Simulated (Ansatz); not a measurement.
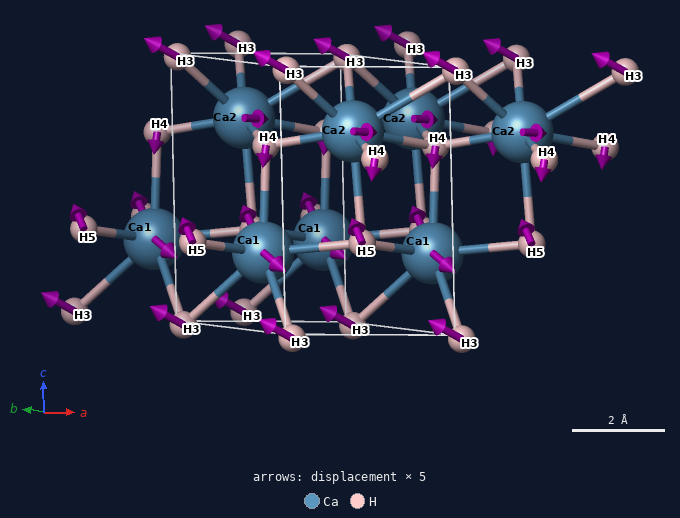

A relaxation of crystalline Ca$_{2}$H$_{3}$ (built on the A-type sesquioxide_164 type) (coarse preliminary run). The starting structure is drawn; purple arrows show the displacements (the part carried along by the change of the cell is left out), 5 times their true length.

Style: ball-and-stick. Shown: the cell of the calculation, repeated 2 × 2 × 1 with one cell outlined, from a free direction.

Level of theory: DFT PBE, scalar-relativistic, plane waves, PAW in Ansatz 0.2.0. Set-up: plane-wave cutoff 420 eV; k-point mesh 6 × 6 × 4; occupations gaussian; smearing width 0.1 eV; no spin polarisation; cell and atoms relaxed; force threshold 0.015 eV/Å; at most 120 steps.

Question: What did the optimiser do to the structure, and how much energy did it gain?

Answer: The largest move relative to the cell is that of H3, 0.19 Å along [−3 −1 1]. By element the largest moves are H 0.19 Å, Ca 0.16 Å. The volume changes by +0.2 %, with a 3.743 → 3.781 Å (+1.0 %), b 3.772 → 3.781 Å (+0.3 %), c 5.842 → 5.837 Å (−0.1 %), α 88.0° → 90.0°, β 92.2° → 90.0°, γ 118.9° → 120.0°. Near-neighbour distances that change, for instance: Ca2–H3 2.362 → 2.653 Å, Ca1–H3 2.941 → 2.655 Å, Ca1–H5 2.016 → 2.241 Å, Ca1–H3 (another image) 2.845 → 2.655 Å. Among the angles between lasting bonds that change: H5–Ca1–H5 127.1° → 115.2°, Ca1–H5–Ca1 127.1° → 115.2°, Ca1–H5–Ca2 92.3° → 103.0°. The space group (tolerance 0.01 Å) goes from P1 (No. 1) to P-3m1 (No. 164). Over 3 accepted moves (4 points after the start) the energy falls by 47.8 meV per atom. Largest force component: 0.96 eV/Å at the start, 0.006 eV/Å at the end. The pressure goes from 1.44 to 0.03 GPa. At 1 point the geometry stayed and the basis and grid were re-selected for the new cell (energy shift of 0.1 meV per atom at most each time).
